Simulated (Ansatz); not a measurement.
Te₄Pt (slab)

```yaml
crystal:
  lattice:
    - [4.05334, 0.00000, 0.00000]
    - [-2.02667, 3.51030, 0.00000]
    - [0.00000, 0.00000, 22.46273]
  atoms:
    - { symbol: Te, position: [0.33333, 0.66667, 0.33389] }
    - { symbol: Te, position: [0.66667, 0.33333, 0.43947] }
    - { symbol: Pt, position: [0.00000, 0.00000, 0.50000] }
    - { symbol: Te, position: [0.33333, 0.66667, 0.56053] }
    - { symbol: Te, position: [0.66667, 0.33333, 0.66611] }
```

Not relaxed (largest force 0.8 eV/Å).

Computed with DFT PBE+D3(BJ), scalar-relativistic, plane waves, PAW (Ansatz).

The density is the valence pseudo-density of a PAW calculation; it isn't the true density close to the nuclei.

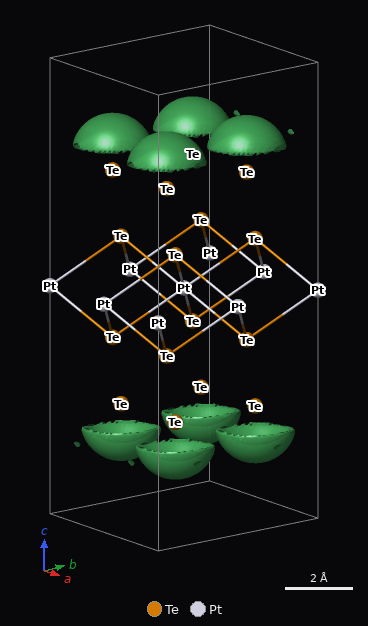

Figure 1. Isosurface of the ELF at 0.7 (green), seen slightly off an axis. Only the valence region is drawn (cores and ρ < 0.01 e/Å³ removed). Sticks mark near contacts.

Question: What do the ELF domains correspond to?

Answer: At this value the surface marks out two lobes on Te, pointing away from the bonds (lone pairs), counted in one cell of 5 atoms. Counts are for one cell; the picture repeats the cell along the surface. Profiles from the grid: Te–Pt (2.71 Å): the ELF is about 0.50 at the midpoint.

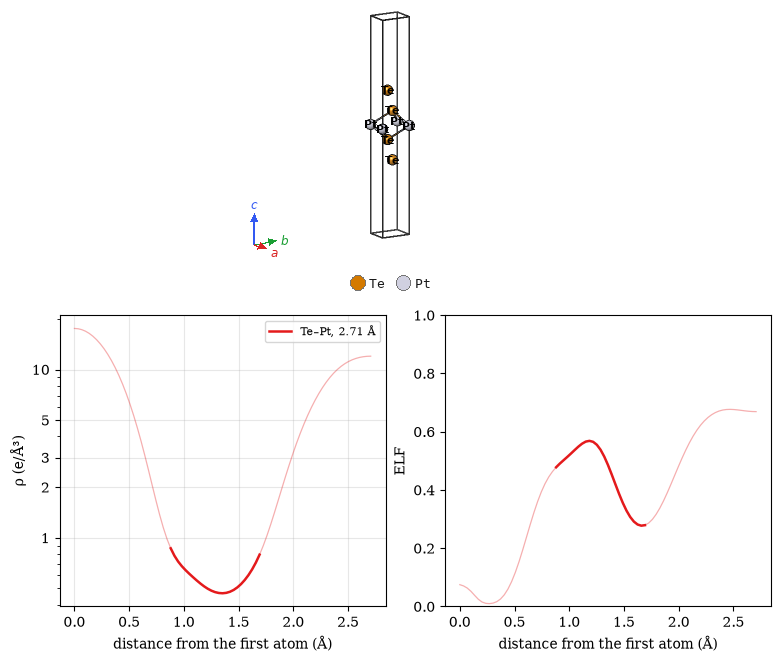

Figure 2. Valence charge density (pseudo) and electron localisation function along straight lines between neighbouring atoms. Thin, pale parts lie inside the atomic spheres. The structure is drawn too.

Question: What can be read from the curves?

Answer: Te–Pt (2.71 Å): ρ at the midpoint is about 0.47 e/Å³; the ELF is about 0.50 at the midpoint.

Question: Does the calculation make it a metal, or give it a gap?

Answer: It is gapless in this calculation (a metal or semimetal).
